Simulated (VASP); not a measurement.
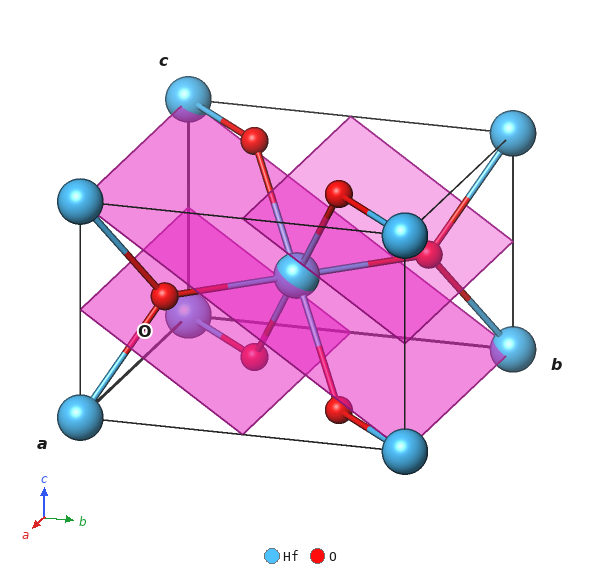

Every member of one family of equally spaced planes, hx + ky + lz = a whole number, that cuts the unit cell is shaded (one member passes through the origin O, touching the cell only at an edge or corner). Crystal: HfO2, coordinates from a relaxation with VASP Kohn-Sham DFT of a periodic cell, PBE with rVV10, VASP PAW PBE potentials, recommended (VASP 6.6.1). Symmetry computed with spglib at a tolerance of 0.002 Å; standard conventional cell.

a = 4.843 Å, b = 4.843 Å, c = 3.222 Å, α = 90.00°, β = 90.00°, γ = 90.00°.

Q: Index the planes.

A: (0 2 2); the opposite sign names the same planes. The member next to the origin meets the axes a never, b at 1/2, c at 1/2.

Q: What is the spacing?

A: d = 1.341 Å.

Q: Which atoms of the cell lie in these planes (within 0.03 Å)?

A: all 2 Hf.
